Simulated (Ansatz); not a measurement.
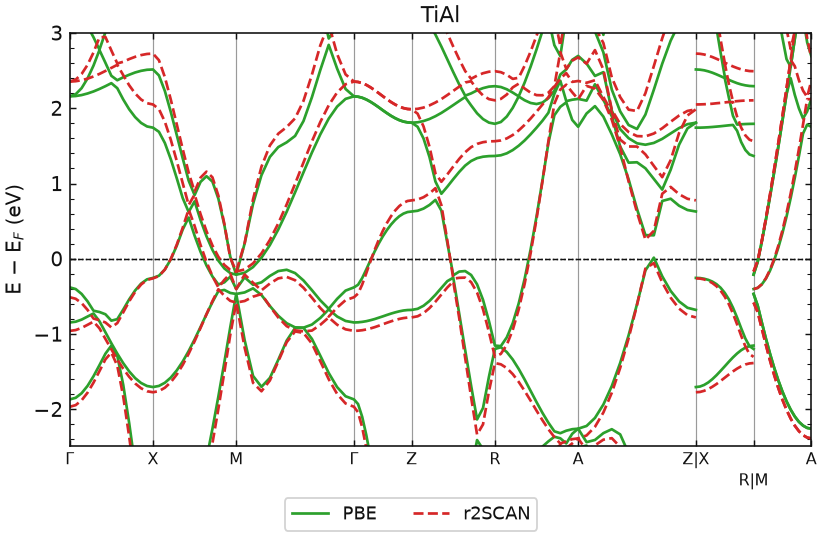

Band structures of TiAl, space group P4/mmm, 2 atoms in the cell, by two methods on the same cell. Each is counted from its own Fermi level.

What changes from one method to the other?

Both give a metal. The 5 bands that come within 1 eV of the Fermi level differ by 0.15 eV on average and by 0.39 eV at most (at Z).

Settings. PBE: DFT PBE, scalar-relativistic, plane waves, PAW, no spin polarisation, 20×20×14 k mesh, 420 eV cutoff, Gaussian smearing of 0.1 eV (Ansatz). r2SCAN: DFT r2SCAN, scalar-relativistic, plane waves, PAW, no spin polarisation, 20×20×14 k mesh, 500 eV cutoff, Gaussian smearing of 0.1 eV (Ansatz 0.2.0).
